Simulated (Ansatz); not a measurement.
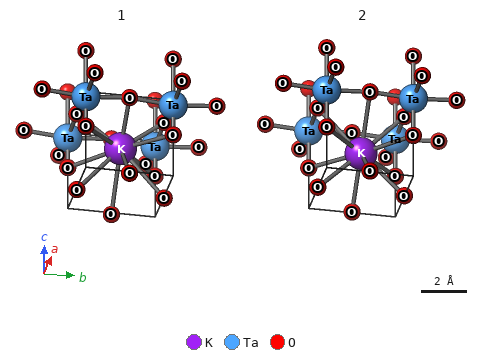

Two geometries of crystalline KTaO3 (a generated structure, set up in P4mm) (coarse preliminary run), drawn at one scale. One is the start of a relaxation, the other its converged end. Style: ball-and-stick. Shown: the cell of the calculation, from a free direction.

All numbers below come from DFT PBE, scalar-relativistic, plane waves, PAW in Ansatz 0.2.0. (plane-wave cutoff 420 eV; k-point mesh 4 × 4 × 4; occupations gaussian; smearing width 0.1 eV; no spin polarisation; cell and atoms relaxed; force threshold 0.04 eV/Å; at most 70 steps)

Which one is relaxed?

Answer. Structure 2 is the relaxed one. Over 13 accepted moves (15 points after the start) the energy falls by 646 meV per atom. Largest force component: 21 eV/Å at the start, 0.031 eV/Å at the end. Pressure: 36.78 GPa at the start and 0.07 GPa at the end. At 2 points the geometry stayed and the basis and grid were re-selected for the new cell (energy shift of 2.1 meV per atom at most each time). The largest move relative to the cell is that of the K atom, 0.34 Å along −c. Largest moves by element: K 0.34 Å, Ta 0.19 Å, O 0.13 Å. The drawn cell changes as follows: a = b 4.046 → 4.014 Å (−0.8 %), c 3.892 → 4.075 Å (+4.7 %); the volume changes by +3.0 %. Some distances before and after: O–Ta 1.522 → 1.902 Å, K–O 2.556 → 2.913 Å, K–Ta 3.180 → 3.464 Å, K–Ta 3.802 → 3.524 Å. Bond angles that change, for instance: K–O–K 104.7° → 87.1°, K–O–K 81.9° → 91.3°, K–O–K 168.6° → 177.9°. The space group stays P4mm (No. 99).
